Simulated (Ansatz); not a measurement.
AlNi

The calculation's input:

```
crystal:
  lattice:
    - [0.0, -2.8927237813, 0.0]
    - [0.0, 0.0, -2.8927237813]
    - [10.678171344, -0.4821206302, -0.4821206302]
  atoms:
    - { symbol: Al, position: [0.8984122484, -0.1015877516, 0.6095265096] }
    - { symbol: Al, position: [0.988712472, -0.011287528, 0.0677251677] }
    - { symbol: Al, position: [0.9435623602, -0.0564376398, 0.3386258387] }
    - { symbol: Ni, position: [0.3758371925, 0.3758371925, 0.744976845] }
    - { symbol: Ni, position: [0.4661374161, 0.4661374161, 0.2031755032] }
    - { symbol: Ni, position: [0.4209873043, 0.4209873043, 0.4740761741] }
basis:
  ecutwfc: 520.0
kpoints:
  mp_grid: { grid: [15, 15, 5] }
hamiltonian:
  xc: pbe
  pseudopotentials: { kind: paw, azcp: { folder: soft_1 } }
scf:
  occupations: { method: gaussian, width: 0.15 }
output:
  forces: true
  stress: true
  eigenvalues: true
  write_density: true
  write_potential: true
  elf: true
  volumetric_format: npy
```

Command:

```sh
ansatz run input.yaml --threads 4 --pin off --max-ram 8192MiB --backend cpu --events-out ev --progress --plain --runs-dir out
```

Below, planes, directions and counts refer to the conventional cell (a = 4.09 Å, b = 4.09 Å, c = 10.70 Å, α = 90.00°, β = 93.65°, γ = 90.00°).

Space group Cm; not relaxed (largest force 0.9 eV/Å); computed pressure about −6 GPa in this cell; computed without spin polarisation; PAW files of the earlier set (soft_1).

Method: DFT PBE, scalar-relativistic, plane waves, PAW in Ansatz.

### What will maps of the valence pseudo-density and electron localisation function show?

Al–Ni (2.51 Å): ρ at the midpoint is about 0.29 e/Å³; the ELF is about 0.40 at the midpoint.

### Does the calculation make it a metal, or give it a gap?

It is metallic or semimetallic at this level of theory: no gap opens.

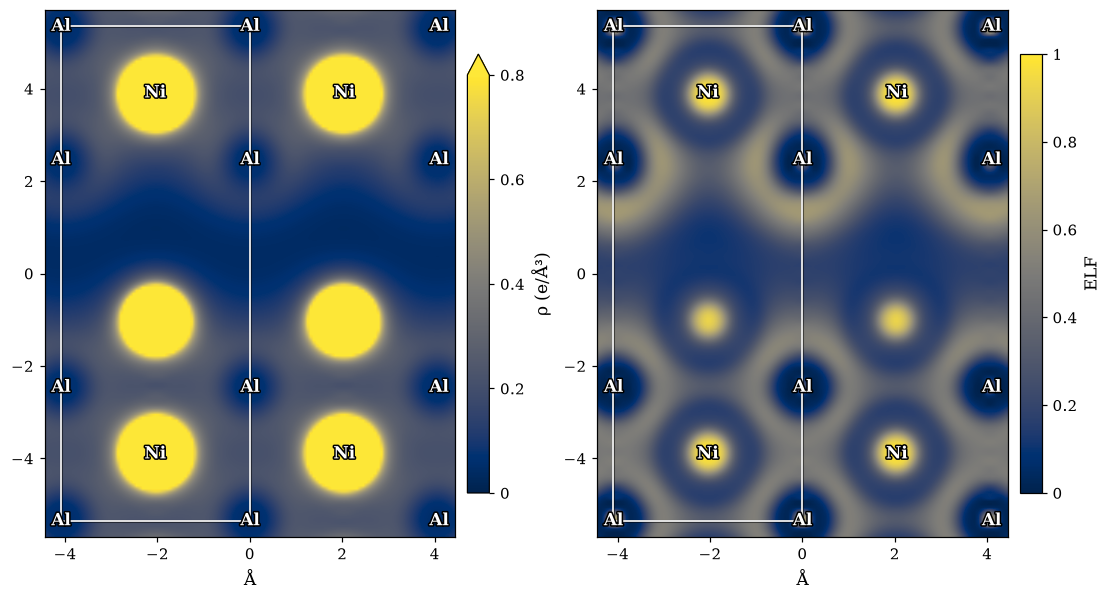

Computed valence pseudo-density and electron localisation function on the (100) plane of the conventional cell, in this order. Atoms just off the plane (Ni, 0.3 Å away) can leave unmarked features too.

Core electrons are frozen (PAW), and the valence fields are smoothed inside the atomic spheres.
